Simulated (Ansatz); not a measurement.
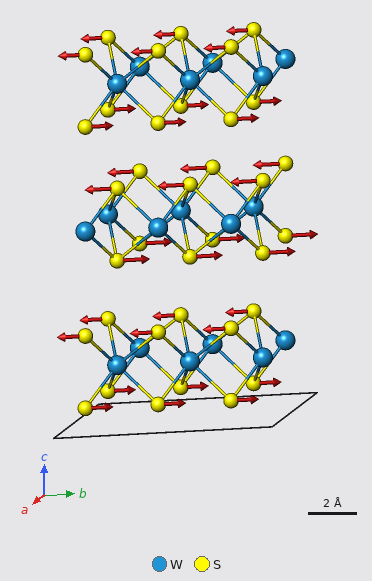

One vibrational mode of solid WS$_{2}$ at the zone centre. The red arrows are the displacements of the atoms (eigenvector over the root of the mass), of arbitrary overall length and sign. Style: ball-and-stick. Shown: the 2 × 3 repeat of the cell, outlined in the plane, without the vacuum, slightly off an axis.

All numbers below come from DFT LDA, scalar-relativistic, plane waves, PAW in Ansatz 0.2.0. Set-up: plane-wave cutoff 420 eV; k-point mesh 12 × 12 × 1; occupations fixed; no spin polarisation.

Frequencies are those without the non-analytic (LO–TO) term.

What mode is this, and where does it lie in the spectrum?

This is the E″ mode (doubly degenerate; one member of the set is drawn) at 8.99 THz, optical level 7 of 14, counted from below, Raman-active by symmetry. The W atoms stay at rest; all motion is along b of the drawn cell; atoms of one kind move against one another, with no net shift of their sublattice.

Limits of the set-up: layers or molecules are held without a dispersion correction, so their spacing is unreliable.
